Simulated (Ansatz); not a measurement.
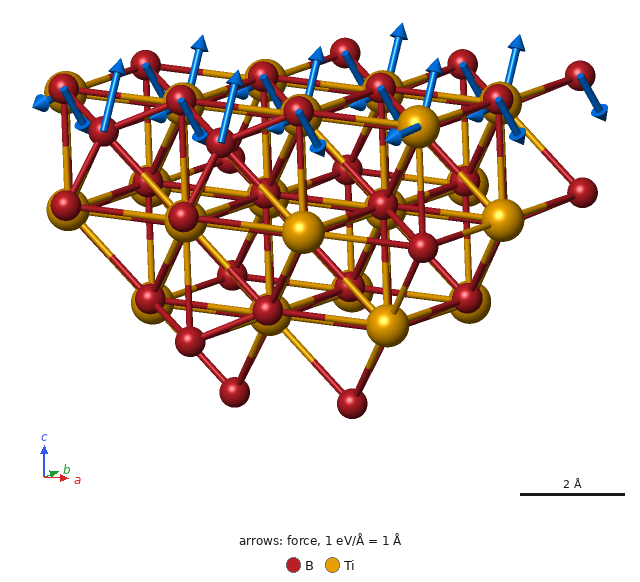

Starting geometry of a slab of composition TiB₂ (cut from the P6/mmm phase) with the computed forces as blue arrows. The picture is a ball-and-stick view of the atoms within 5.8 Å of the atom that moves most (axes of the cell of the calculation, outlined in the plane, without the vacuum), seen slightly off an axis.

Case: clean slab, lower planes held. The slab is the (1 0 1) face of TiB2. 24 atoms are held fixed.

Theory: DFT PBE+D3(BJ), scalar-relativistic, plane waves, PAW (Ansatz 0.2.0). (plane-wave cutoff 420 eV; k-point mesh 4 × 3 × 1; occupations gaussian; smearing width 0.1 eV; no spin polarisation; dipole correction; atoms relaxed in a fixed cell; force threshold 0.03 eV/Å; at most 70 steps)

Question: What follows when this structure is relaxed?

Answer: It isn't relaxed: the largest force vector, on B atoms, is 1.47 eV/Å. The atoms end up moving mostly along the starting forces (cosine between the two patterns 0.88). The energy falls by 0.702 eV per cell of the calculation in 4 geometry steps. The largest force component goes from 1.4 to 0.014 eV/Å. The largest moves, 0.12 Å, are those of B atoms. Largest moves by element: B 0.12 Å, Ti 0.02 Å. The cell stays as it was. Near-neighbour distances that change, for instance: B–Ti 2.353 → 2.465 Å, B–Ti 2.353 → 2.258 Å, B–Ti 2.353 → 2.444 Å, B–B 1.734 → 1.813 Å. Among the angles between lasting bonds that change: B–B–Ti 137.5° → 145.3°, Ti–B–B 68.4° → 73.6°, B–B–B 120.0° → 124.3°. Cost: 2.9 min on 4 threads of Intel(R) Xeon(R) Platinum 8488C (Sapphire Rapids), on a shared host, peak memory 4.4 GiB.
